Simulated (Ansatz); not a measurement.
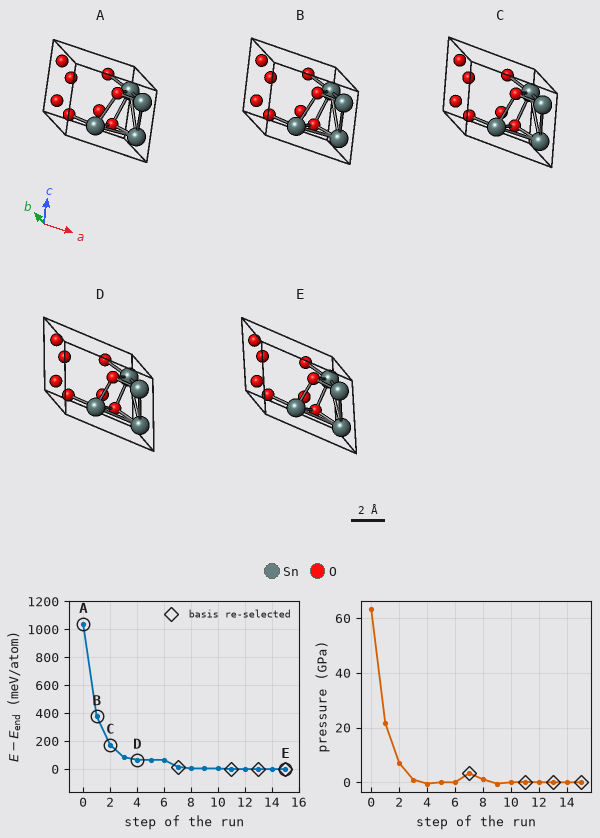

Frames of a relaxation of crystalline SnO2 (set up in P1), marked on the history of the run. A ball-and-stick model of the cell of the calculation, reduced to other axes, seen slightly off an axis. Lengths and directions refer to the drawn axes.

Case: all atoms moved at random, sigma 0.05 Å for each component, cell strained at random, sigma 0.1; relaxed back.

Theory: Ansatz, DFT LDA, scalar-relativistic, plane waves, PAW.

The input:
```yaml
crystal:
  lattice:
    - [-0.4298250704, 3.5007675231, 4.6702874244]
    - [3.8900546293, -0.4351952253, 4.6756575793]
    - [3.9405102233, 3.556593272, -0.4856508193]
  atoms:
    - { symbol: Sn, position: [0.1159767925, 0.1157904242, 0.6300628749] }
    - { symbol: Sn, position: [0.6247706108, 0.1297862948, 0.1108851188] }
    - { symbol: Sn, position: [0.1226526216, 0.6201931762, 0.1279915127] }
    - { symbol: Sn, position: [0.1222117159, 0.1421524846, 0.1204785223] }
    - { symbol: O, position: [0.8892185114, 0.888630184, 0.8965343566] }
    - { symbol: O, position: [0.8867941863, 0.331046379, 0.8925158284] }
    - { symbol: O, position: [0.8964350066, 0.9076834495, 0.3278506346] }
    - { symbol: O, position: [0.3184308715, 0.9040556893, 0.8856289865] }
    - { symbol: O, position: [0.9253211257, 0.3509741029, 0.3640793478] }
    - { symbol: O, position: [0.3769416685, 0.3384912281, 0.9292090973] }
    - { symbol: O, position: [0.3471945445, 0.9275387359, 0.3626308553] }
    - { symbol: O, position: [0.3740523447, 0.3436578515, 0.3521328648] }
basis:
  ecutwfc: 420
kpoints:
  mp_grid: { grid: [4, 4, 4] }
hamiltonian:
  xc: lda
scf:
  occupations: { method: gaussian, width: 0.05 }
output:
  forces: true
  stress: true
  eigenvalues: true
  write_density: true
  write_potential: true
  elf: true
  volumetric_format: npy
relax:
  adjacent_minimum: "off"
  f_tol: 0.01
  max_steps: 80
  cell: { stress_tol: 0.1 }
```

Launched with:
```bash
ansatz run input.yaml --threads 2 --pin off --max-ram 5120MiB --backend cpu --events-out ev --progress --plain --runs-dir out
```

Q: What happens along the run?

A: The largest move relative to the cell is that of O7, 0.13 Å along [0 −2 −3]. Largest moves by element: O 0.13 Å, Sn 0.09 Å. Cell: a 5.330 → 6.266 Å (+17.5 %), b 5.844 → 6.266 Å (+7.2 %), c 5.852 → 6.266 Å (+7.1 %), α 117.2° → 120.0°, β 105.8° → 120.0°, γ 95.6° → 90.0°. Volume +15.4 %. Among the contacts that change: Sn1–Sn4 2.655 → 3.133 Å, Sn2–O10 1.620 → 2.085 Å, Sn1–Sn4 (another image) 2.686 → 3.133 Å, Sn1–O8 1.721 → 2.085 Å. Bond angles that change, for instance: Sn1–O11–Sn2 107.7° → 97.4°, Sn2–O11–Sn4 87.3° → 97.4°, Sn3–O10–Sn4 87.9° → 97.4°. The space group (tolerance 0.01 Å) goes from P1 (No. 1) to Fd-3m (No. 227). After 11 accepted moves (15 points after the start) the energy has fallen by 1039 meV per atom. The largest force component goes from 18 to 0.0032 eV/Å. Pressure: 63.21 GPa at the start and 0.00 GPa at the end. At 4 points the geometry stayed and the basis and grid were re-selected for the new cell (energy shift of 49.1 meV per atom at most each time). From step 0 to 1: O10 moves most (0.10 Å), volume +7.5 %, energy −661 meV per atom. From step 1 to 2: O10 moves most (0.06 Å), volume +3.4 %, energy −203 meV per atom. From step 2 to 4: O7 moves most (0.10 Å), volume +0.7 %, energy −108 meV per atom. From step 4 to 15: O7 moves most (0.08 Å), volume +3.1 %, energy −66.7 meV per atom.
